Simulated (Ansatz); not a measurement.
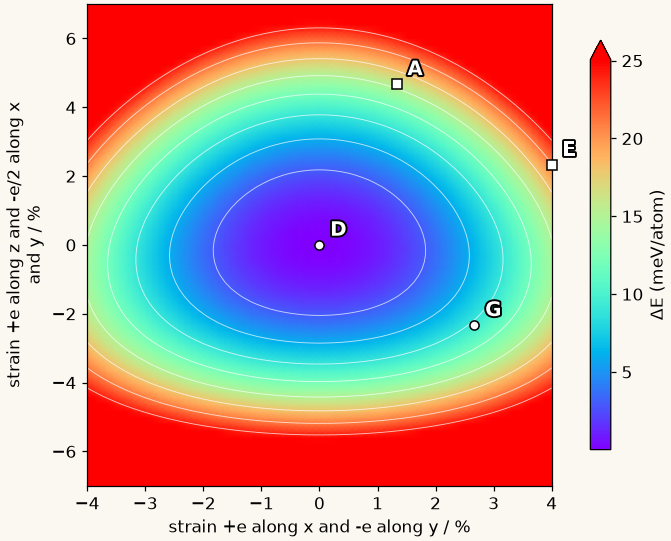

Al2Cu (Fm-3m, No. 225; 3 atoms in the cell). The energy is mapped over two homogeneous strains. Coordinates scanned: (1) strain +e along x and -e along y; (2) strain +e along z and -e/2 along x and y. Nothing is relaxed (symmetry fixes all fractional coordinates). The scan uses a 7 × 7 grid; 28 points were computed and 21 follow by symmetry. Points are written as (first, second). All energies are given in meV/atom relative to the lowest grid point. All numbers below come from DFT PBE, scalar-relativistic, plane waves, PAW in Ansatz 0.2.0. Settings: cutoff 520 eV, k-mesh 14×14×14, gaussian smearing 0.15 eV, no spin polarisation.

In the figure: a smooth colour map with a few white contour lines, one colour for all values above the top of the scale, lettered points. Between grid points the surface is interpolated.

**Is G the lowest point of the computed grid?**

No. G lies 9.4 meV/atom above the lowest grid point, which is at (0.00 %, 0.00 %).

**What kind of point is each of A, D: minimum, saddle, maximum or slope?**

A: on a slope; D: minimum. (In these two coordinates alone; a stationary point may lie a little off the grid point.)

PAW datasets: the set soft_1.
